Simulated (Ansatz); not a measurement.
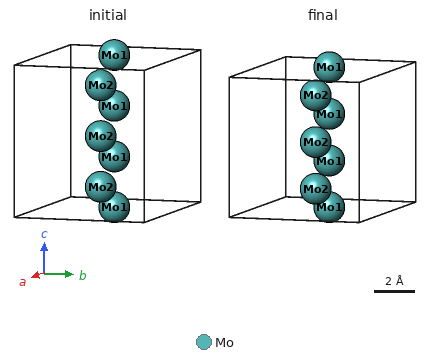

The structure of a wire of composition Mo before (left) and after (right) a relaxation, at one scale.

Style: spheres-only. Shown: the 3 repeat of the cell, with the vacuum cut short, slightly off an axis.

Case: strip chain of atoms.

Method: Ansatz, DFT PBE, scalar-relativistic, plane waves, PAW.

Input
```yaml
crystal:
  lattice:
    - [11.2, 0.0, 0.0]
    - [0.0, 9.3, 0.0]
    - [0.0, 0.0, 2.6111194715]
  atoms:
    - { symbol: Mo, position: [0.4010273111, 0.5, 0.0], spin: 1.5 }
    - { symbol: Mo, position: [0.5989726889, 0.5, 0.5], spin: 1.5 }
basis:
  ecutwfc: 420
kpoints:
  mp_grid: { grid: [1, 1, 25] }
hamiltonian:
  xc: pbe
scf:
  occupations: { method: gaussian, width: 0.05 }
output:
  forces: true
  stress: true
  eigenvalues: true
  populations: true
  write_density: true
  write_potential: true
  elf: true
  volumetric_format: npy
magnetization:
  spin_polarized: true
relax:
  adjacent_minimum: "off"
  f_tol: 0.01
  max_steps: 45
  cell: { fix: [a, b, alpha, beta, gamma], stress_tol: 0.03 }
```

Launched with:
```bash
ansatz run input.yaml --threads 2 --pin off --max-ram 5120MiB --backend cpu --events-out ev --progress --plain --runs-dir out
```

Q: What changed between the two?

A: The atoms keep their places relative to the layer's centre (all moves are under 0.005 Å). Along the periodic axis the drawn cell goes c 7.833 → 7.209 Å (−8.0 %). Near-neighbour distances that change, for instance: Mo1–Mo1 2.611 → 2.403 Å, Mo1–Mo2 2.573 → 2.520 Å. Bond angles that change, for instance: Mo2–Mo1–Mo2 61.0° → 57.0°, Mo1–Mo1–Mo2 120.5° → 118.5°, Mo1–Mo1–Mo2 59.5° → 61.5°. Over 5 accepted moves (7 points after the start) the energy falls by 0.326 eV per cell of the calculation. The largest force component goes from 1.2 to under 0.0001 eV/Å. The line search rejected the trial step at point 4 of the run. The SCF was repeated once at an unchanged geometry on a basis and grid sized afresh for the cell, which shifted the energy by 0.7 meV per cell of the calculation at most. The run took 61 s on 2 threads of Arm Neoverse V2, with other jobs on the host, peak memory 0.56 GiB.

Limits of the set-up: the k-point mesh is coarse for a cell with partly filled bands.
